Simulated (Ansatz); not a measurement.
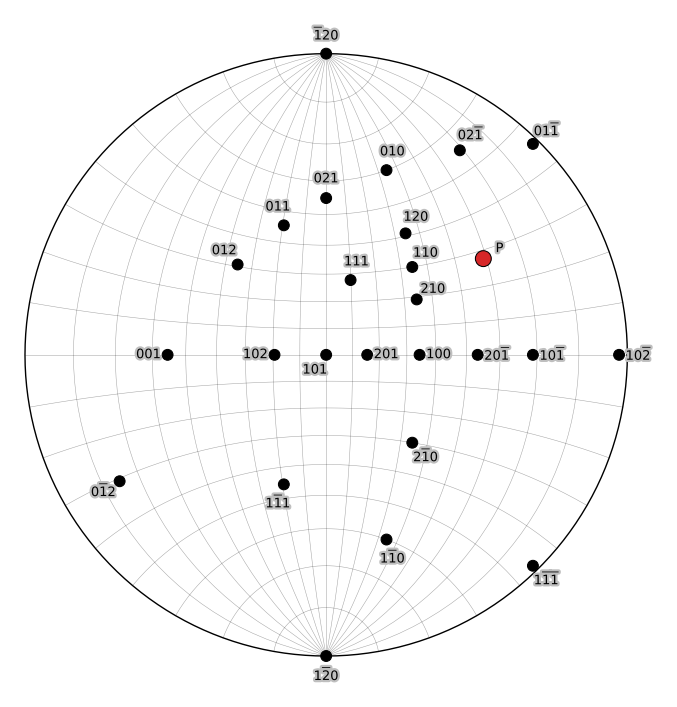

Stereographic projection of plane normals (upper hemisphere) centred on (1 0 1). Crystal: Se, coordinates from a relaxation with DFT PBE+D3(BJ), scalar-relativistic, plane waves, PAW in Ansatz. All values are computed from the atomic coordinates in the standard setting (tolerance 0.002 Å).

a = 4.067 Å, b = 4.067 Å, c = 5.130 Å, α = 90.00°, β = 90.00°, γ = 120.00°.

Index the pole marked P.

P is (1 1 −1), in four indices (1 1 −2 −1), 62.9° from the centre.

What is the angle between the normals of (0 1 2) and (0 1 0), and what are their d_hkl = 1/|g|?

53.9°; d = 2.073 Å and 3.522 Å.
